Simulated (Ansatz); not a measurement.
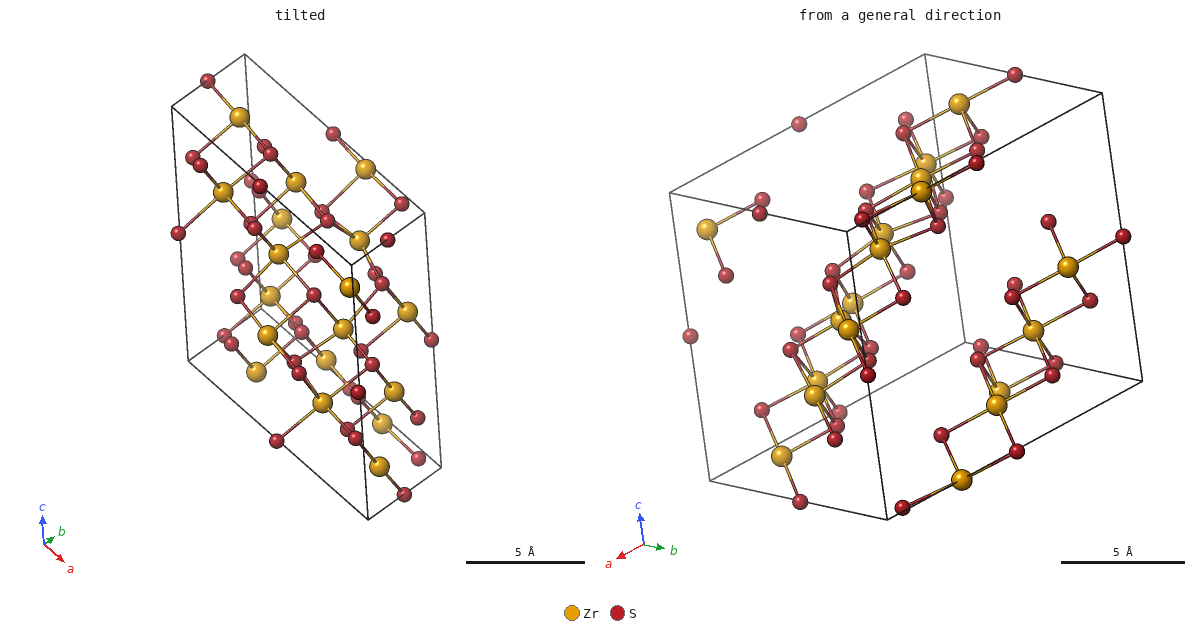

Drawn in the ball-and-stick manner and seen slightly off an axis and from a general direction. Lines trace the edges of the supercell. The host is ZrS₂, in a cell of 48 sites, and the cell carries a charge of -1.

**Name the defect and give its surroundings.**

A sulfur vacancy. Around the empty site lie three Zr at about 3.0 Å.

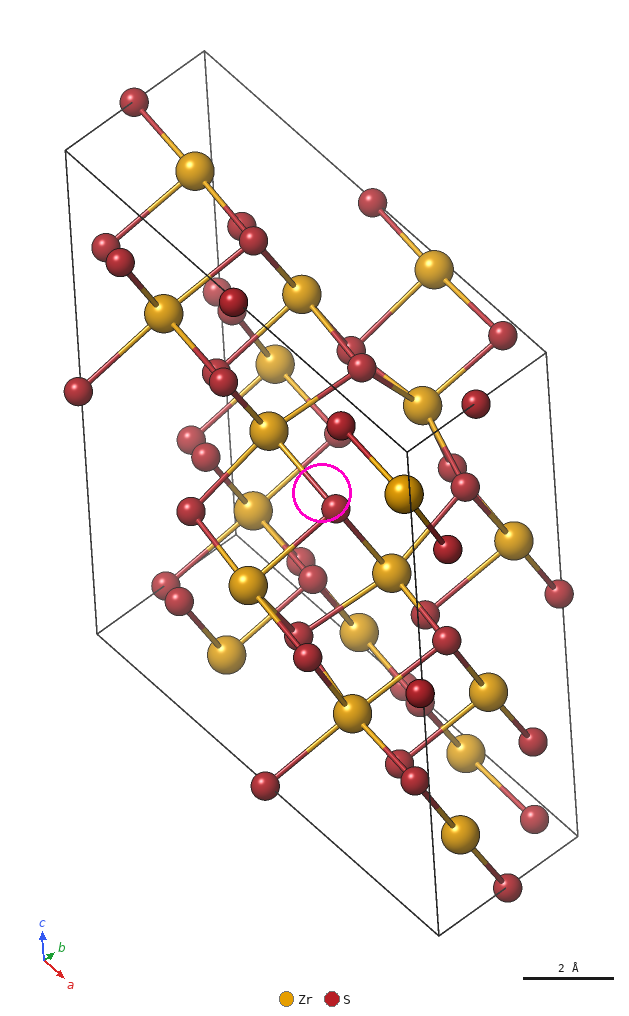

The same cell with a ring at the defect's site.

Provenance: a structure listed in the Materials Project, repeated into a supercell with a point defect put in. Earlier steps of the study, as a rule a relaxation of our own, may have changed the cell and positions, so they can lie some per cent off the listed ones. It was set up as input for a calculation with Ansatz.
